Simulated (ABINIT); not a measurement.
TiB₂: geometry relaxation (part 2 of 3)

TiB₂ (P6/mmm, 3 atoms in the cell); Kohn-Sham DFT of a periodic cell, PBE with D2, JTH PAW PBE v2.0, no spin polarisation (ABINIT 10.8.3); cutoff 408.17 eV, 10×10×8 k-mesh, fermi-dirac of 0.05 eV. The structure derives from an entry of the Crystallography Open Database.

Geometry of the input (Å; fractional positions):
```
3.0292  0.0000  0.0000
-1.5146  2.6234  0.0000
0.0000  0.0000  3.2284
Ti 0.0000  0.0000  0.0000
B  0.6667  0.3333  0.5000
B  0.3333  0.6667  0.5000
```

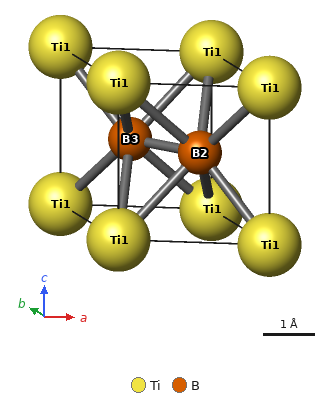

**Figure 1.** The starting structure (ball-and-stick view of the cell of the calculation, seen slightly off an axis; atoms are numbered from 1 in the order of the input).

The program's output, continued:
```
--- !BeginCycle
iteration_state: {dtset: 1, itime: 2, icycle: 1, }
solver: {iscf: 17, nstep: 100, nline: 4, wfoptalg: 10, }
tolerances: {tolvrs: 1.00E-09, }
...

     iter   Etot(hartree)      deltaE(h)  residm     nres2
 ETOT  1  -64.531555735313    -6.453E+01 4.522E+00 1.002E+00
 ETOT  2  -64.531301921448     2.538E-04 1.751E-02 7.724E-01
 ETOT  3  -64.528282421501     3.019E-03 3.429E-03 4.006E-03
 ETOT  4  -64.528421046612    -1.386E-04 1.237E-03 8.913E-04
 ETOT  5  -64.528418281014     2.766E-06 1.027E-04 2.003E-04
 ETOT  6  -64.528417906955     3.741E-07 1.008E-05 9.182E-07
 ETOT  7  -64.528417914386    -7.431E-09 1.028E-05 2.313E-07
 ETOT  8  -64.528417914068     3.186E-10 6.472E-06 3.633E-09
 ETOT  9  -64.528417914064     4.277E-12 1.489E-05 3.876E-10

 At SCF step    9       nres2   =  3.88E-10 < tolvrs=  1.00E-09 =>converged.

 Cartesian components of stress tensor (hartree/bohr^3)
  sigma(1 1)=  9.45718120E-06  sigma(3 2)=  0.00000000E+00
  sigma(2 2)=  9.45718195E-06  sigma(3 1)=  0.00000000E+00
  sigma(3 3)=  1.02041692E-04  sigma(2 1)=  2.11503073E-13

--- !ResultsGS
iteration_state: {dtset: 1, itime: 2, icycle: 1, }
comment   : Summary of ground state results
lattice_vectors:
- [  5.7027748,   0.0000000,   0.0000000, ]
- [ -2.8513874,   4.9387478,   0.0000000, ]
- [  0.0000000,   0.0000000,   6.0566949, ]
lattice_lengths: [   5.70277,    5.70277,    6.05669, ]
lattice_angles: [ 90.000,  90.000, 120.000, ] # degrees, (23, 13, 12)
lattice_volume:   1.7058419E+02
convergence: {deltae:  4.277E-12, res2:  3.876E-10, residm:  1.489E-05, diffor: null, }
etotal    :  -6.45284179E+01
entropy   :   0.00000000E+00
fermie    :   3.71317714E-01
cartesian_stress_tensor: # hartree/bohr^3
- [  9.45718120E-06,   2.11503073E-13,   0.00000000E+00, ]
- [  2.11503073E-13,   9.45718195E-06,   0.00000000E+00, ]
- [  0.00000000E+00,   0.00000000E+00,   1.02041692E-04, ]
pressure_GPa:  -1.1862E+00
xred      :
- [  7.3042E-30,   3.6521E-30,   0.0000E+00, Ti]
- [  6.6667E-01,   3.3333E-01,   5.0000E-01,  B]
- [  3.3333E-01,   6.6667E-01,   5.0000E-01,  B]
cartesian_forces: # hartree/bohr
- [ -1.57388016E-29,   2.72604039E-29,  -0.00000000E+00, ]
- [ -6.29552062E-29,  -5.45208079E-29,  -0.00000000E+00, ]
- [  7.86940078E-29,   2.72604039E-29,  -0.00000000E+00, ]
force_length_stats: {min:   3.14776031E-29, max:   8.32819097E-29, mean:   6.60138075E-29, }
...

 Integrated electronic density in atomic spheres:
 ------------------------------------------------
 Atom  Sphere_radius  Integrated_density
    1        2.30803         10.38628459
    2        1.70617          1.95490518
    3        1.70617          1.95490518

---OUTPUT-----------------------------------------------------------------------

 Cartesian coordinates (xcart) [bohr]
  3.12406792155518E-29  1.80368145554024E-29  0.00000000000000E+00
  2.85138739706239E+00  1.64624928123809E+00  3.02834747205601E+00
 -3.32069707120589E-11  3.29249856247618E+00  3.02834747205601E+00
 Reduced coordinates (xred)
  7.30420548913762E-30  3.65210274469845E-30  0.00000000000000E+00
  6.66666666666666E-01  3.33333333333333E-01  5.00000000000000E-01
  3.33333333333333E-01  6.66666666666666E-01  5.00000000000000E-01
 Cartesian forces (fcart) [Ha/bohr]; max,rms= 7.86940E-29 4.06374E-29 (free atoms)
 -1.57388015503890E-29  2.72604039358452E-29 -0.00000000000000E+00
 -6.29552062015559E-29 -5.45208078726427E-29 -0.00000000000000E+00
  7.86940077519448E-29  2.72604039367976E-29 -0.00000000000000E+00
 Gradient of E wrt nuclear positions in reduced coordinates (gred)
  8.97548407718129E-29 -1.79509681543626E-28 -0.00000000000000E+00
  3.59019363087252E-28  8.97548407718129E-29  0.00000000000000E+00
 -4.48774203859064E-28  8.97548407718129E-29 -0.00000000000000E+00
 Scale of Primitive Cell (acell) [bohr]
  5.70277479415799E+00  5.70277479410658E+00  6.05669494411203E+00
 Real space primitive translations (rprimd) [bohr]
  5.70277479415799E+00  0.00000000000000E+00  0.00000000000000E+00
 -2.85138739712881E+00  4.93874784371427E+00  0.00000000000000E+00
  0.00000000000000E+00  0.00000000000000E+00  6.05669494411203E+00
 Unitary Cell Volume (ucvol) [Bohr^3]=  1.70584188843022E+02
 Angles (23,13,12)= [degrees]
  9.00000000000000E+01  9.00000000000000E+01  1.20000000000876E+02
 Lengths [Bohr]
  5.70277479415799E+00  5.70277479410658E+00  6.05669494411203E+00
 Stress tensor in cartesian coordinates (strten) [Ha/bohr^3]
  9.45718119754052E-06  2.11503072935723E-13  0.00000000000000E+00
  2.11503072935723E-13  9.45718194586206E-06  0.00000000000000E+00
  0.00000000000000E+00  0.00000000000000E+00  1.02041692476535E-04
 Total energy (etotal) [Ha]= -6.45284179140636E+01

 Difference of energy with previous step (new-old):
           Absolute (Ha)=-3.04797E-04
           Relative     =-4.72346E-06

--- Iteration: ( 3/60) Internal Cycle: (1/1)
--------------------------------------------------------------------------------

---SELF-CONSISTENT-FIELD CONVERGENCE--------------------------------------------

--- !BeginCycle
iteration_state: {dtset: 1, itime: 3, icycle: 1, }
solver: {iscf: 17, nstep: 100, nline: 4, wfoptalg: 10, }
tolerances: {tolvrs: 1.00E-09, }
...

     iter   Etot(hartree)      deltaE(h)  residm     nres2
 ETOT  1  -64.529023909185    -6.453E+01 2.480E-01 1.755E-01
 ETOT  2  -64.528909010128     1.149E-04 6.193E-03 1.235E-01
 ETOT  3  -64.528443598747     4.654E-04 6.598E-04 7.746E-04
 ETOT  4  -64.528466523825    -2.293E-05 6.419E-05 1.698E-04
 ETOT  5  -64.528466090244     4.336E-07 3.478E-06 3.077E-05
 ETOT  6  -64.528466044437     4.581E-08 6.636E-06 2.735E-07
 ETOT  7  -64.528466046008    -1.571E-09 5.244E-06 1.495E-08
 ETOT  8  -64.528466046006     1.947E-12 4.135E-06 9.969E-10

 At SCF step    8       nres2   =  9.97E-10 < tolvrs=  1.00E-09 =>converged.

 Cartesian components of stress tensor (hartree/bohr^3)
  sigma(1 1)= -2.15787810E-05  sigma(3 2)=  0.00000000E+00
  sigma(2 2)= -2.15787802E-05  sigma(3 1)=  0.00000000E+00
  sigma(3 3)=  1.94394541E-05  sigma(2 1)=  2.13719096E-13

--- !ResultsGS
iteration_state: {dtset: 1, itime: 3, icycle: 1, }
comment   : Summary of ground state results
lattice_vectors:
- [  5.6993290,   0.0000000,   0.0000000, ]
- [ -2.8496645,   4.9357637,   0.0000000, ]
- [  0.0000000,   0.0000000,   6.0281495, ]
lattice_lengths: [   5.69933,    5.69933,    6.02815, ]
lattice_angles: [ 90.000,  90.000, 120.000, ] # degrees, (23, 13, 12)
lattice_volume:   1.6957511E+02
convergence: {deltae:  1.947E-12, res2:  9.969E-10, residm:  4.135E-06, diffor: null, }
etotal    :  -6.45284660E+01
entropy   :   0.00000000E+00
fermie    :   3.73646949E-01
cartesian_stress_tensor: # hartree/bohr^3
- [ -2.15787810E-05,   2.13719096E-13,   0.00000000E+00, ]
- [  2.13719096E-13,  -2.15787802E-05,   0.00000000E+00, ]
- [  0.00000000E+00,   0.00000000E+00,   1.94394541E-05, ]
pressure_GPa:   2.3260E-01
xred      :
- [  7.7007E-30,   1.1636E-29,   0.0000E+00, Ti]
- [  6.6667E-01,   3.3333E-01,   5.0000E-01,  B]
- [  3.3333E-01,   6.6667E-01,   5.0000E-01,  B]
cartesian_forces: # hartree/bohr
- [ -1.57483171E-29,  -9.09229510E-30,  -0.00000000E+00, ]
- [ -1.57483171E-29,   1.00015246E-28,  -0.00000000E+00, ]
- [  3.14966341E-29,  -9.09229510E-29,  -0.00000000E+00, ]
force_length_stats: {min:   1.81845902E-29, max:   1.01247513E-28, mean:   7.18853034E-29, }
...

 Integrated electronic density in atomic spheres:
 ------------------------------------------------
 Atom  Sphere_radius  Integrated_density
    1        2.30803         10.39648856
    2        1.70617          1.95120311
    3        1.70617          1.95120311

---OUTPUT-----------------------------------------------------------------------

 Cartesian coordinates (xcart) [bohr]
  1.07306228077011E-29  5.74314870180857E-29  0.00000000000000E+00
  2.84966451929019E+00  1.64525457729254E+00  3.01407474530502E+00
 -3.31873565169200E-11  3.29050915458508E+00  3.01407474530502E+00
 Reduced coordinates (xred)
  7.70067967674327E-30  1.16357852883363E-29  0.00000000000000E+00
  6.66666666666666E-01  3.33333333333333E-01  5.00000000000000E-01
  3.33333333333333E-01  6.66666666666666E-01  5.00000000000000E-01
 Cartesian forces (fcart) [Ha/bohr]; max,rms= 1.00015E-28 4.69524E-29 (free atoms)
 -1.57483170674503E-29 -9.09229509849705E-30 -0.00000000000000E+00
 -1.57483170674503E-29  1.00015246081561E-28 -0.00000000000000E+00
  3.14966341349005E-29 -9.09229509830644E-29 -0.00000000000000E+00
 Gradient of E wrt nuclear positions in reduced coordinates (gred)
  8.97548407718129E-29  1.05198919878094E-45  0.00000000000000E+00
  8.97548407718129E-29 -5.38529044630877E-28 -0.00000000000000E+00
 -1.79509681543626E-28  5.38529044630877E-28 -0.00000000000000E+00
 Scale of Primitive Cell (acell) [bohr]
  5.69932903861357E+00  5.69932903856219E+00  6.02814949061004E+00
 Real space primitive translations (rprimd) [bohr]
  5.69932903861357E+00  0.00000000000000E+00  0.00000000000000E+00
 -2.84966451935657E+00  4.93576373187763E+00  0.00000000000000E+00
  0.00000000000000E+00  0.00000000000000E+00  6.02814949061004E+00
 Unitary Cell Volume (ucvol) [Bohr^3]=  1.69575109804589E+02
 Angles (23,13,12)= [degrees]
  9.00000000000000E+01  9.00000000000000E+01  1.20000000000876E+02
 Lengths [Bohr]
  5.69932903861357E+00  5.69932903856219E+00  6.02814949061004E+00
 Stress tensor in cartesian coordinates (strten) [Ha/bohr^3]
 -2.15787810060909E-05  2.13719096420623E-13  0.00000000000000E+00
  2.13719096420623E-13 -2.15787802499527E-05  0.00000000000000E+00
  0.00000000000000E+00  0.00000000000000E+00  1.94394540876386E-05
 Total energy (etotal) [Ha]= -6.45284660460065E+01

 Difference of energy with previous step (new-old):
           Absolute (Ha)=-4.81319E-05
           Relative     =-7.45903E-07

--- Iteration: ( 4/60) Internal Cycle: (1/1)
--------------------------------------------------------------------------------

---SELF-CONSISTENT-FIELD CONVERGENCE--------------------------------------------

--- !BeginCycle
iteration_state: {dtset: 1, itime: 4, icycle: 1, }
solver: {iscf: 17, nstep: 100, nline: 4, wfoptalg: 10, }
tolerances: {tolvrs: 1.00E-09, }
...

     iter   Etot(hartree)      deltaE(h)  residm     nres2
 ETOT  1  -64.528476942611    -6.453E+01 2.703E+01 2.826E-03
 ETOT  2  -64.528472098424     4.844E-06 7.459E-02 3.129E-04
 ETOT  3  -64.528471912124     1.863E-07 1.296E-02 1.749E-04
 ETOT  4  -64.528471354063     5.581E-07 5.624E-03 1.199E-06
 ETOT  5  -64.528471371306    -1.724E-08 2.856E-04 9.104E-08
 ETOT  6  -64.528471371226     8.021E-11 3.818E-05 1.645E-08
 ETOT  7  -64.528471371155     7.152E-11 2.391E-06 1.854E-09
 ETOT  8  -64.528471371147     7.475E-12 1.936E-06 1.066E-10

 At SCF step    8       nres2   =  1.07E-10 < tolvrs=  1.00E-09 =>converged.

 Cartesian components of stress tensor (hartree/bohr^3)
  sigma(1 1)= -1.10460145E-05  sigma(3 2)=  0.00000000E+00
  sigma(2 2)= -1.10460137E-05  sigma(3 1)=  0.00000000E+00
  sigma(3 3)=  2.64067660E-06  sigma(2 1)=  2.13858221E-13

--- !ResultsGS
iteration_state: {dtset: 1, itime: 4, icycle: 1, }
comment   : Summary of ground state results
lattice_vectors:
- [  5.7025918,   0.0000000,   0.0000000, ]
- [ -2.8512959,   4.9385894,   0.0000000, ]
- [  0.0000000,   0.0000000,   6.0207867, ]
lattice_lengths: [   5.70259,    5.70259,    6.02079, ]
lattice_angles: [ 90.000,  90.000, 120.000, ] # degrees, (23, 13, 12)
lattice_volume:   1.6956197E+02
convergence: {deltae:  7.475E-12, res2:  1.066E-10, residm:  1.936E-06, diffor: null, }
etotal    :  -6.45284714E+01
entropy   :   0.00000000E+00
fermie    :   3.73639230E-01
cartesian_stress_tensor: # hartree/bohr^3
- [ -1.10460145E-05,   2.13858221E-13,   0.00000000E+00, ]
- [  2.13858221E-13,  -1.10460137E-05,   0.00000000E+00, ]
- [  0.00000000E+00,   0.00000000E+00,   2.64067660E-06, ]
pressure_GPa:   1.9076E-01
xred      :
- [  3.7512E-30,   1.0193E-29,   0.0000E+00, Ti]
- [  6.6667E-01,   3.3333E-01,   5.0000E-01,  B]
- [  3.3333E-01,   6.6667E-01,   5.0000E-01,  B]
cartesian_forces: # hartree/bohr
- [ -0.00000000E+00,  -0.00000000E+00,  -0.00000000E+00, ]
- [ -0.00000000E+00,   1.09045115E-28,  -0.00000000E+00, ]
- [ -0.00000000E+00,  -1.09045115E-28,  -0.00000000E+00, ]
force_length_stats: {min:   0.00000000E+00, max:   1.09045115E-28, mean:   7.26967434E-29, }
...

 Integrated electronic density in atomic spheres:
 ------------------------------------------------
 Atom  Sphere_radius  Integrated_density
    1        2.30803         10.40247955
    2        1.70617          1.95037986
    3        1.70617          1.95037986

---OUTPUT-----------------------------------------------------------------------
```
